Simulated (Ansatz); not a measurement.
**ZnSe: single-point calculation (part 2 of 2)**

ZnSe (slab, 16 atoms in the cell); DFT PBE, scalar-relativistic, plane waves, PAW, no spin polarisation (Ansatz 0.2.0); cutoff 420 eV, 2×2×1 k-mesh, Gaussian smearing of 0.05 eV. The structure derives from an entry of the Crystallography Open Database. It belongs to a series of runs on one base structure; here: the slab at its places in the relaxed adsorbed structure.

Geometry of the input (Å; fractional positions):
```
8.1060  0.0000  0.0000
-4.0530  7.0200  0.0000
0.0000  0.0000  24.4086
Se 0.5000  0.0000  0.3278
Se 0.5000  0.5000  0.3278
Se 0.0000  0.0000  0.3278
Se -0.0000  0.5000  0.3278
Zn 0.1667  0.8333  0.3616
Zn 0.1667  0.3333  0.3616
Zn 0.6667  0.8333  0.3616
Zn 0.6667  0.3333  0.3616
Se 0.7004  0.8994  0.4719
Se 0.6937  0.3779  0.4763
Se 0.1937  0.8873  0.4706
Se 0.1854  0.3802  0.4763
Zn 0.3630  0.7158  0.4556
Zn 0.3640  0.2286  0.4477
Zn 0.8522  0.7141  0.4565
Zn 0.8666  0.2318  0.4324
```

The program's output, continued:
```
  k-point 1: bands = ["-49.7506", "-49.7501", "-49.7462", "-49.7456", "-49.7437", "-49.7426", "-49.7311", "-49.7285", "-49.7283", "-49.7244", "-49.7118", "-49.7093", "-49.7074", "-49.7050", "-49.7034", "-49.6990", "-49.6936", "-49.6917", "-49.6914", "-49.6839", "-48.8982", "-48.8968", "-48.8704", "-48.8401", "-48.8387", "-48.7218", "-48.7210", "-48.6904", "-48.6796", "-48.6735", "-48.6182", "-48.6149", "-48.6122", "-48.6088", "-48.5820", "-48.5750", "-48.5661", "-48.5592", "-48.5587", "-48.5516", "-15.4493", "-15.4273", "-15.1328", "-15.1267", "-14.2990", "-14.0915", "-13.9727", "-13.8199", "-9.6207", "-9.5799", "-9.5765", "-9.5258", "-9.5025", "-9.4660", "-9.4642", "-9.4188", "-9.4186", "-9.3956", "-9.3805", "-9.3569", "-9.3512", "-9.3165", "-9.3106", "-9.2962", "-9.2921", "-9.2322", "-9.1855", "-9.1553", "-8.7267", "-8.6975", "-8.6768", "-8.6417", "-8.6191", "-8.5964", "-8.5407", "-8.5300", "-8.5199", "-8.5038", "-8.4656", "-8.4589", "-8.4372", "-8.3981", "-8.3622", "-8.3431", "-8.3166", "-8.2981", "-8.2643", "-8.2560", "-7.2514", "-7.2404", "-6.7249", "-6.5111", "-6.3884", "-6.3531", "-5.7210", "-5.5906", "-5.5354", "-5.5212", "-4.5750", "-4.3821", "-4.3543", "-4.3327", "-4.2716", "-4.1689", "-4.1082", "-4.0687", "-3.1922", "-3.0603", "-2.9623", "-2.9271", "-2.9203", "-2.7771", "-0.2424", "0.0580", "0.2073", "0.4932", "1.0061", "1.2106", "1.2197", "1.4273", "1.5017", "1.7400", "2.4378", "2.8033", "2.8701", "2.9950", "3.2524", "3.3736", "3.4922", "3.7048", "3.7266", "3.7913", "3.8265", "3.9236", "3.9515"]
  k-point 2: bands = ["-49.7506", "-49.7501", "-49.7462", "-49.7456", "-49.7437", "-49.7426", "-49.7311", "-49.7285", "-49.7283", "-49.7244", "-49.7118", "-49.7093", "-49.7074", "-49.7050", "-49.7034", "-49.6990", "-49.6936", "-49.6917", "-49.6914", "-49.6839", "-48.8982", "-48.8968", "-48.8704", "-48.8401", "-48.8387", "-48.7218", "-48.7210", "-48.6904", "-48.6796", "-48.6735", "-48.6182", "-48.6149", "-48.6122", "-48.6088", "-48.5820", "-48.5750", "-48.5661", "-48.5592", "-48.5587", "-48.5516", "-15.4441", "-15.4269", "-15.1391", "-15.1269", "-14.2826", "-14.1495", "-13.8931", "-13.8566", "-9.6072", "-9.5888", "-9.5549", "-9.5397", "-9.5004", "-9.4929", "-9.4528", "-9.4400", "-9.4146", "-9.3979", "-9.3855", "-9.3778", "-9.3285", "-9.3192", "-9.3052", "-9.3013", "-9.2810", "-9.2503", "-9.1493", "-9.1452", "-8.7614", "-8.7242", "-8.6360", "-8.6296", "-8.5846", "-8.5744", "-8.5675", "-8.5567", "-8.5307", "-8.5270", "-8.4673", "-8.4642", "-8.3950", "-8.3828", "-8.3396", "-8.3380", "-8.3225", "-8.3202", "-8.2792", "-8.2689", "-7.3074", "-7.2976", "-6.5688", "-6.4704", "-6.3384", "-6.3125", "-5.8412", "-5.7308", "-5.5520", "-5.4566", "-4.4971", "-4.4745", "-4.3338", "-4.3083", "-4.2088", "-4.1805", "-4.1046", "-4.0616", "-3.2113", "-3.0894", "-2.9551", "-2.9139", "-2.8425", "-2.8265", "-0.3920", "-0.0911", "0.2548", "0.3081", "0.7940", "0.9382", "1.6179", "1.6341", "1.8762", "1.9071", "2.6553", "2.8020", "2.8423", "2.9437", "3.2548", "3.3145", "3.4296", "3.5082", "3.7349", "3.7928", "3.8822", "3.9663", "4.0590"]
  k-point 3: bands = ["-49.7506", "-49.7501", "-49.7462", "-49.7456", "-49.7437", "-49.7426", "-49.7311", "-49.7285", "-49.7283", "-49.7244", "-49.7118", "-49.7093", "-49.7074", "-49.7050", "-49.7034", "-49.6990", "-49.6936", "-49.6917", "-49.6914", "-49.6839", "-48.8982", "-48.8968", "-48.8704", "-48.8401", "-48.8387", "-48.7218", "-48.7210", "-48.6904", "-48.6796", "-48.6735", "-48.6182", "-48.6149", "-48.6122", "-48.6088", "-48.5820", "-48.5750", "-48.5661", "-48.5592", "-48.5587", "-48.5516", "-15.4465", "-15.4238", "-15.1426", "-15.1242", "-14.2835", "-14.1474", "-13.8985", "-13.8525", "-9.6070", "-9.5885", "-9.5569", "-9.5372", "-9.5016", "-9.4929", "-9.4519", "-9.4413", "-9.4147", "-9.3977", "-9.3859", "-9.3772", "-9.3278", "-9.3169", "-9.3058", "-9.3028", "-9.2812", "-9.2502", "-9.1508", "-9.1434", "-8.7613", "-8.7245", "-8.6348", "-8.6310", "-8.5842", "-8.5749", "-8.5679", "-8.5561", "-8.5310", "-8.5268", "-8.4671", "-8.4643", "-8.3953", "-8.3824", "-8.3394", "-8.3382", "-8.3223", "-8.3203", "-8.2796", "-8.2685", "-7.3112", "-7.2918", "-6.5683", "-6.4749", "-6.3361", "-6.3091", "-5.8494", "-5.7249", "-5.5591", "-5.4542", "-4.4978", "-4.4725", "-4.3355", "-4.3064", "-4.2071", "-4.1846", "-4.1025", "-4.0607", "-3.2112", "-3.0886", "-2.9577", "-2.9131", "-2.8465", "-2.8223", "-0.3861", "-0.0933", "0.2667", "0.2976", "0.7942", "0.9408", "1.6172", "1.6372", "1.8759", "1.9021", "2.6425", "2.8050", "2.8429", "2.9543", "3.2484", "3.3239", "3.4214", "3.5128", "3.7336", "3.7952", "3.8778", "3.9691", "4.0506"]
```

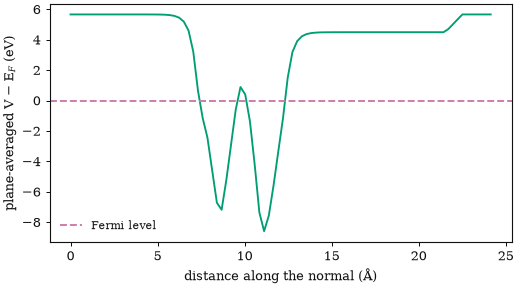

**Figure 1.** Plane average of the electrostatic potential energy of an electron across the cell, from the Fermi level. The vacuum level lies 4.49 eV above the Fermi level on the upper side and 5.66 eV on the lower.

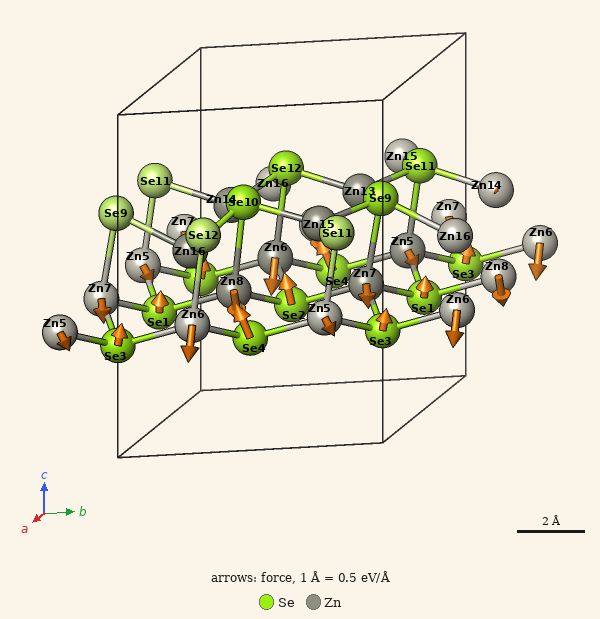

**Figure 2.** Forces on the atoms as orange arrows (ball-and-stick view of the cell of the calculation, with the vacuum cut short, seen slightly off an axis; neighbours outside the cell are drawn fainter; atoms are numbered from 1 in the order of the input); the smallest are left out. The largest act on Zn6 (0.58 eV/Å); Zn8 (0.57 eV/Å); Se4 (0.56 eV/Å); Se2 (0.51 eV/Å), among others. The geometry is not a stationary point of this energy.

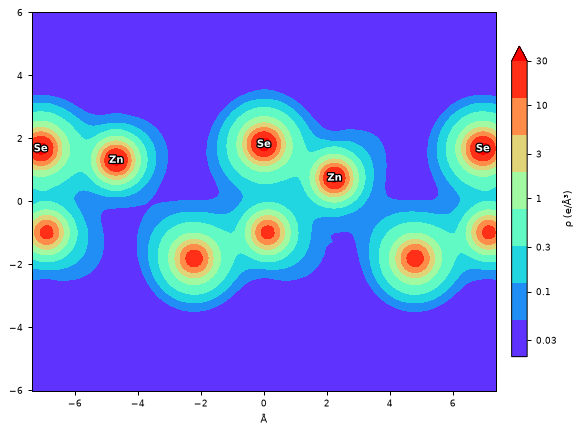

**Figure 3.** Valence pseudo-density on the (110) plane of the calculation cell, a cut from vacuum to vacuum. Zn–Se (2.42 Å): ρ is about 0.49 e/Å³ halfway. Zn–Se (2.48 Å): ρ at the midpoint is about 0.44 e/Å³. The density dies away to nearly zero in the vacuum. Core electrons are frozen (PAW), so the fields are smoothed inside the atomic spheres.

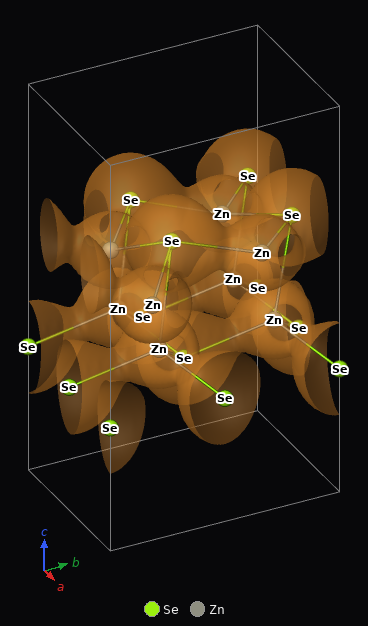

**Figure 4.** Isosurface of the valence pseudo-density at 0.3 e/Å³ (orange), seen slightly off an axis. Sticks mark near contacts. At this value the density is joined into sheets; it holds about 85 % of the electrons treated as valence. It is pinched off along the Zn–Se (2.69 Å) contacts. On the grid the lowest density along these lines, outside the cores, is 0.47 e/Å³ (Zn–Se, 2.40 Å), 0.42 e/Å³ (Zn–Se, 2.46 Å), 0.37 e/Å³ (Zn–Se, 2.53 Å) and 0.25 e/Å³ (Zn–Se, 2.69 Å).

Key numbers:

| quantity | value |
| --- | --- |
| outcome | converged |
| electrons treated | 224 |
| free energy | −70312.4291 eV |
| work function, top face | 4.49 eV |
| work function, bottom face | 5.66 eV |
| Fermi energy | −1.797 eV |
| gap on the k-point mesh | 0.96 eV |
| work function (upper face) | 4.49 eV |
| largest force (length of the vector) | 0.582 eV/Å |
| hardware | 4 threads of Intel Xeon @ 2.50GHz (Skylake/Cascade Lake), 189 GiB of memory available, shared host |
| wall time | 31 s (CPU time 1.8 min) |
| peak memory | 3.6 GiB |
